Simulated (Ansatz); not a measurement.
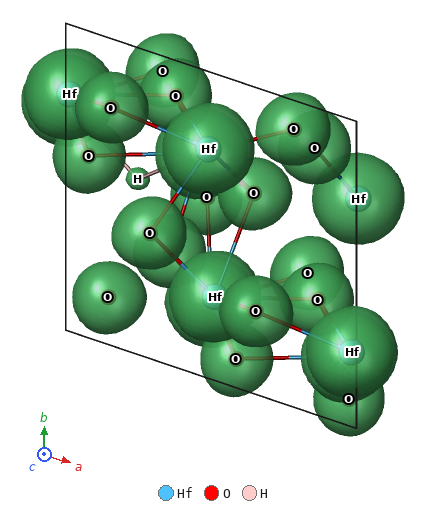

The picture shows: Hf$_{8}$HO$_{16}$ (cell with a defect). Isosurface of the valence charge density (pseudo) at 1 e/Å³ (green), seen along the c axis. Sticks mark near contacts.

Spin-polarised.

All numbers below come from DFT PBE, scalar-relativistic, plane waves, PAW in Ansatz.

In a PAW calculation such maps are meaningful between the atoms, not at the nuclei.

```yaml
crystal:
  lattice:
    - [0.00000, -5.06923, 5.10096]
    - [0.00000, -5.06923, -5.10096]
    - [5.29380, 5.06923, 0.00000]
  atoms:
    - { symbol: Hf, position: [0.50128, 0.25271, 0.03103] }
    - { symbol: Hf, position: [0.00627, 0.75006, 0.03405] }
    - { symbol: Hf, position: [0.96763, 0.22445, 0.46515] }
    - { symbol: Hf, position: [0.46572, 0.72679, 0.46916] }
    - { symbol: Hf, position: [0.51248, 0.27342, 0.52967] }
    - { symbol: Hf, position: [0.01228, 0.77341, 0.53291] }
    - { symbol: Hf, position: [0.98334, 0.24278, 0.96700] }
    - { symbol: Hf, position: [0.49062, 0.74647, 0.96200] }
    - { symbol: O, position: [0.83184, 0.45122, 0.36857] }
    - { symbol: O, position: [0.33535, 0.95276, 0.36971] }
    - { symbol: O, position: [0.97470, 0.08803, 0.13511] }
    - { symbol: O, position: [0.48660, 0.58832, 0.13523] }
    - { symbol: O, position: [0.86732, 0.37729, 0.72333] }
    - { symbol: O, position: [0.37961, 0.88609, 0.73243] }
    - { symbol: O, position: [0.14666, 0.15440, 0.76892] }
    - { symbol: O, position: [0.64775, 0.65341, 0.76638] }
    - { symbol: O, position: [0.85730, 0.86663, 0.26666] }
    - { symbol: O, position: [0.35920, 0.36893, 0.26725] }
    - { symbol: O, position: [0.58591, 0.09376, 0.22884] }
    - { symbol: O, position: [0.07823, 0.59350, 0.24318] }
    - { symbol: O, position: [0.65333, 0.27021, 0.86443] }
    - { symbol: O, position: [0.15710, 0.77563, 0.86529] }
    - { symbol: O, position: [0.78490, 0.90570, 0.63127] }
    - { symbol: O, position: [0.28948, 0.40862, 0.63491] }
    - { symbol: H, position: [0.24786, 0.57125, 0.04219] }
```

Q: Which contacts does the surface bridge?

A: At this value the density breaks into separate islands; it holds about 80 % of the electrons treated as valence (semicore included). It bridges none of the near contacts. It is pinched off along the sampled Hf–O (2.04 Å), Hf–H (2.16 Å), Hf–O (2.09 Å) and Hf–O (2.13 Å) contacts. On the grid the lowest density along these lines, outside the cores, is 0.82 e/Å³ (Hf–O, 2.04 Å), 0.3 e/Å³ (Hf–H, 2.16 Å), 0.72 e/Å³ (Hf–O, 2.09 Å) and 0.64 e/Å³ (Hf–O, 2.13 Å).

Q: Does the calculation give a band gap?

A: It is gapped, with a Kohn–Sham gap of 1.1 eV on the k-point mesh (the band edges may lie off the mesh, which would make the gap smaller).
